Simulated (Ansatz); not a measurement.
**A series of single points on Na**

System: Na (1 atom in the cell).
Method: DFT LDA, scalar-relativistic, plane waves, PAW, no spin polarisation (Ansatz 0.2.0).

The 5 runs differ only in the geometry, by a strain of the cell at fixed fractional positions. Against run 3, the strain is εzz = η. The structure derives from an entry of the Crystallography Open Database.

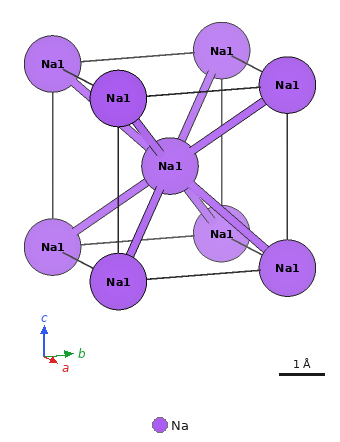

Figure 1. The structure of run 3 (ball-and-stick view of the cell 2 times as large as that of the calculation, set on its symmetry axes, seen slightly off an axis; atoms are numbered from 1 in the order of the input).

### Input of run 3
```yaml
crystal:
  lattice:
    - [-2.053975, 2.053975, 2.1175]
    - [2.053975, -2.053975, 2.1175]
    - [2.053975, 2.053975, -2.1175]
  atoms:
    - { symbol: Na, position: [0.0, 0.0, 0.0] }
basis:
  ecutwfc: 420
kpoints:
  mp_grid: { grid: [16, 16, 16] }
hamiltonian:
  xc: lda
scf:
  occupations: { method: gaussian, width: 0.15 }
output:
  forces: true
  stress: true
  eigenvalues: true
```

Command:
```bash
ansatz run input.yaml --threads 1 --pin off --max-ram 1228MiB --backend cpu --events-out ev --progress --plain --runs-dir out
```

Lattice vectors (Å) and fractional positions of run 3:
```
  -2.053975    2.053975    2.117500
   2.053975   -2.053975    2.117500
   2.053975    2.053975   -2.117500
Na  0.000000  0.000000  0.000000
```

Run 4 differs from it as follows:
```diff
-    - [-2.053975, 2.053975, 2.1175]
-    - [2.053975, -2.053975, 2.1175]
-    - [2.053975, 2.053975, -2.1175]
+    - [-2.053975, 2.053975, 2.1492625]
+    - [2.053975, -2.053975, 2.1492625]
+    - [2.053975, 2.053975, -2.1492625]
```

### Results, with one run withheld

| run | strain parameter η (%) | free energy per atom, from the lowest run given (meV) | pressure (GPa) |
| --- | --- | --- | --- |
| 1 | −3.0000 | 0.00 | −0.34 |
| 2 | −1.5000 | 1.37 | −0.46 |
| 3 | 0.0000 | 3.14 | −0.57 |
| 4 | 1.5000 | ? | ? |
| 5 | 3.0000 | 7.72 | −0.76 |

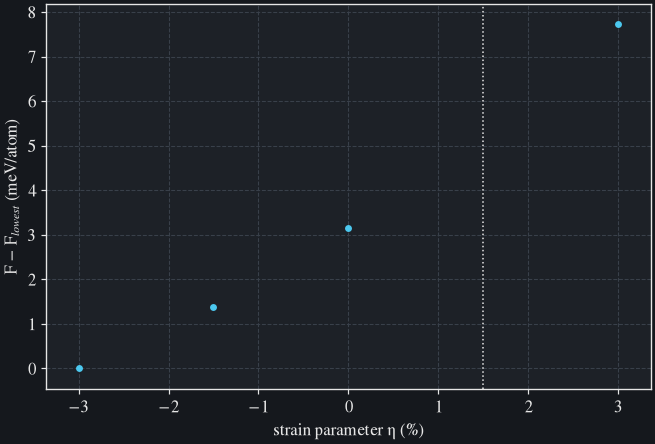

Figure 2. Free energy per atom of the runs given; the dotted line marks run 4.

Fit the runs given and predict run 4.

A quadratic polynomial in the coordinate, fitted to the 4 runs given, misses them by at most 0.01 meV per atom. With x = η + 0.3750, it reads F = 2.6598 + 1.227 x + 0.080808 x² (meV per atom). At run 4 it gives 5.24 meV per atom, and the run itself gives 5.27. The fit has no minimum inside this range.

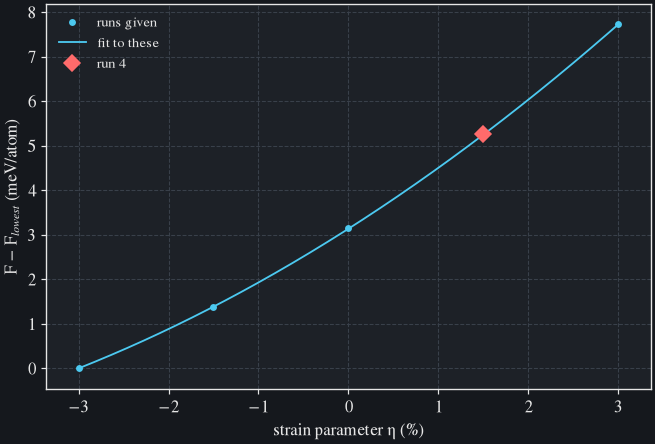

Figure 3. The fit and the withheld run.

### Output, shortened to warnings, some set-up lines, iterations and results (run 4)
```
Basis set: ecut = 420 eV, 691 PW (Γ)
Symmetry: 16 space group operations
k-points: 349 of 4096
Initial density: superposition of atomic densities (neutral atoms: chi_scale 0, normalization atom), corrected by the library's trained network
[...]
SCF iter   1: F=—  HF=-1466.607520 eV  |F-HF|=—  |Δ(HF+E_count)|=         —  Δρ=5.25e-3  dr2=4.10e-3  ethr=1.77e-3  ⟨swp⟩=4.9  Hψ=19891  notcnv=0
SCF iter   2: F=—  HF=-1466.604095 eV  |F-HF|=—  |Δ(HF+E_count)|=   3.43e-3  Δρ=1.45e-3  dr2=3.66e-4  ethr=4.56e-5  ⟨swp⟩=2.3  Hψ=7484  notcnv=0
SCF iter   3: F=—  HF=-1466.603982 eV  |F-HF|=—  |Δ(HF+E_count)|=   1.13e-4  Δρ=1.61e-4  dr2=6.16e-6  ethr=4.07e-6  ⟨swp⟩=2.0  Hψ=4525  notcnv=0  defer=2
SCF iter   4: F=—  HF=-1466.603993 eV  |F-HF|=—  |Δ(HF+E_count)|=   1.11e-5  Δρ=5.05e-5  dr2=3.54e-7  ethr=6.85e-8  ⟨swp⟩=2.3  Hψ=4625  notcnv=0  defer=2
SCF iter   5: F=-1466.603993 eV  HF=-1466.603993 eV  |F-HF|=3.15e-9  |Δ(HF+E_count)|=   2.33e-7  Δρ=4.17e-6  dr2=2.55e-9  ethr=3.93e-9  ⟨swp⟩=2.0  Hψ=4424  notcnv=0  defer=2
SCF iter   6: F=-1466.603993 eV  HF=-1466.603993 eV  |F-HF|=2.73e-12  |Δ(HF+E_count)|=   1.30e-9  Δρ=7.04e-8  dr2=2.18e-12  ethr=2.83e-11  ⟨swp⟩=2.3  Hψ=10642  notcnv=0
SCF 1 converged in 6 iterations: F = -1466.603993 eV  dr2 = 2.18e-12
SCF converged after 6 iterations
Free energy (F): -1466.603993 eV
Harris-Foulkes:  -1466.603993 eV  (|F-HF|=2.73e-12)
Internal energy: -1466.598949 eV  (E = F + TS)
E sigma→0 (E₀):  -1466.601471 eV
Entropy (-TS):   -0.005043 eV (-5.043 meV/atom)
Fermi energy:    1.657194 eV
--- Per-component energies (eV) ---
  E_band       = -241.093983
  E_kinetic    = 120.044395
  E_local      = -1436.290980  (includes V_loc(G=0)·N_el)
  E_nonlocal   = 116.609211
  E_hartree    = 523.766397
  E_xc         = -37.312718
  E_vxc        = -48.549428  (∫ρ·V_xc dr)
  E_paw        = -244.677484  (= ΣΔE_a)
  E_vpaw       = -40.439941  (= ΣTr[D̂ρ^β])
  E_aug_tail   = -0.000015  (compensation charges beyond the density's cutoff)
  E_ewald      = -508.878646
  E_core_change = 0.140890  (= ΣΔE_core)
  E_smearing   = -0.005043  (= −TS)
  E_closure    = -0.000000  (closes the sum)
  Σ components = -1466.603993   (vs F -1466.603993, Δ=0.00e0)
--- Forces (eV/Å), atoms counted from 1 ---
  atom   1  Na     0.00000000     0.00000000     0.00000000
  max |Σ_I F_I| component: 4.62e-32 eV/Å
--- Stress (GPa, compression-positive) ---
       -0.655461      -0.000000       0.000000
       -0.000000      -0.655461      -0.000000
       -0.000000       0.000000      -0.686531
  P = ⅓ Tr σ = -0.6658 GPa (-6.658 kbar)
```
